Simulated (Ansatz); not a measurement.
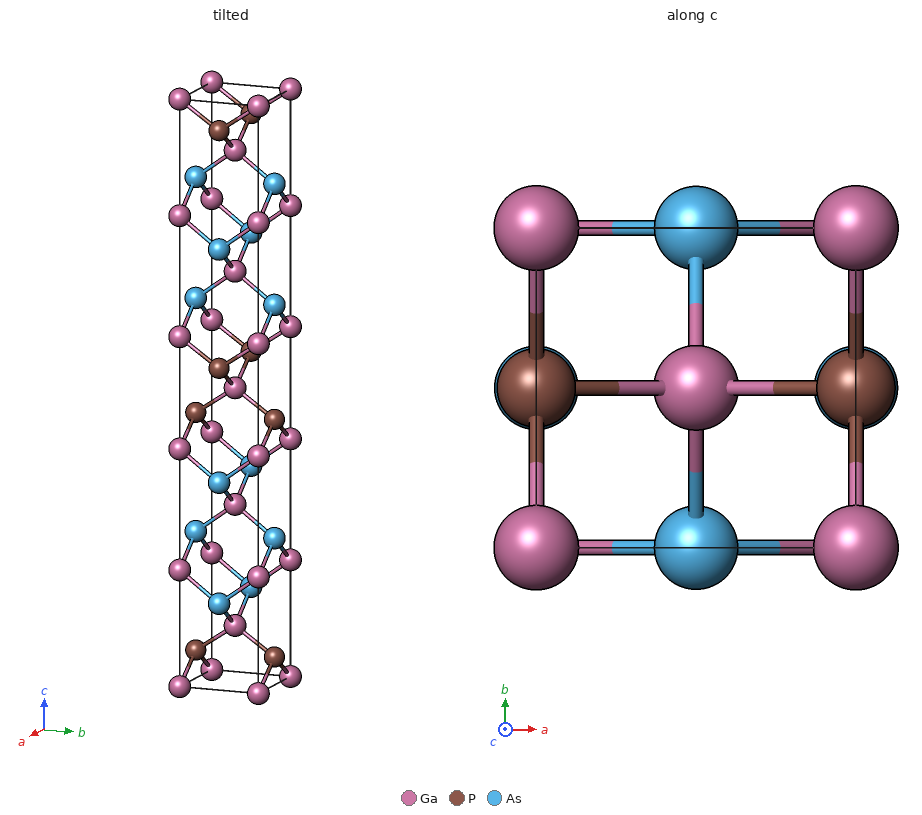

We look at a ball-and-stick model of the crystal slightly off an axis and along the c axis. The lines enclose the conventional unit cell; boundary atoms appear with their images. Cell: a = 3.99 Å, b = 3.99 Å, c = 28.27 Å, α = 90.00°, β = 90.00°, γ = 90.00°.

Provenance: a structure type filled with these elements by a generator (whether the compound takes this form wasn't checked). Earlier steps of the study, as a rule a relaxation of our own, may have changed the cell and positions, so they can lie some per cent off the listed ones. Ansatz was used for an electronic-structure calculation on it.

### In words:

Chemical formula Ga5As3P2. The symmetry is that of I-4m2 (No. 119), on a body-centred tetragonal lattice. One cell contains 10 Ga, 6 As, 4 P, 20 atoms in all. Around each P lie four Ga in a tetrahedral arrangement at about 2.4 Å. Each As atom has four Ga in a tetrahedral arrangement at about 2.5 Å around it. Ga takes three kinds of site: 4e with four As in a tetrahedral arrangement at about 2.5 Å; 4e with two P and two As in a tetrahedral arrangement (about 2.4 Å to P, 2.5 Å to As); 2a with four P in a tetrahedral arrangement at about 2.4 Å. The bonds build a three-dimensional framework.

Computational set-up: Ansatz 0.2.0, DFT PBE, scalar-relativistic, plane waves, PAW, a plane-wave cutoff of 420 eV, k-points about 0.22 Å⁻¹ apart, Gaussian smearing of 0.02 eV, no spin polarisation.

### Does it come out as a metal, or with a gap?

A semiconductor at this level, with a gap of 0.66 eV, direct.

### Give the Bader charge of each element.

Ga +0.68 to +0.83 e; As -0.68 e; P -0.83 e.

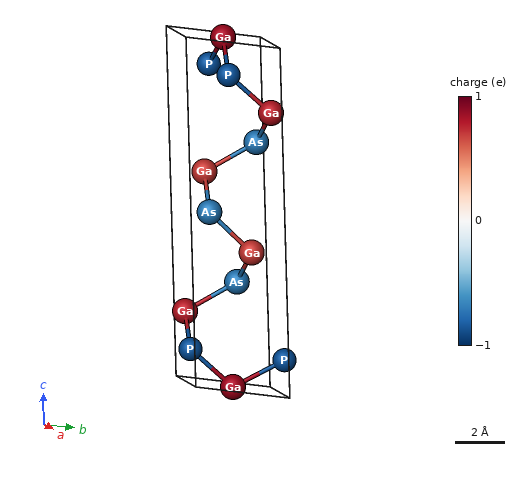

The atoms coloured by those charges. The run's cell of 10 atoms is drawn in a reduced setting, so axes and origin can differ from the first picture.

### Is this an equilibrium geometry for the method given?

Yes. All forces vanish to within 0.01 eV/Å. The pressure is 0.0 GPa, close to zero.
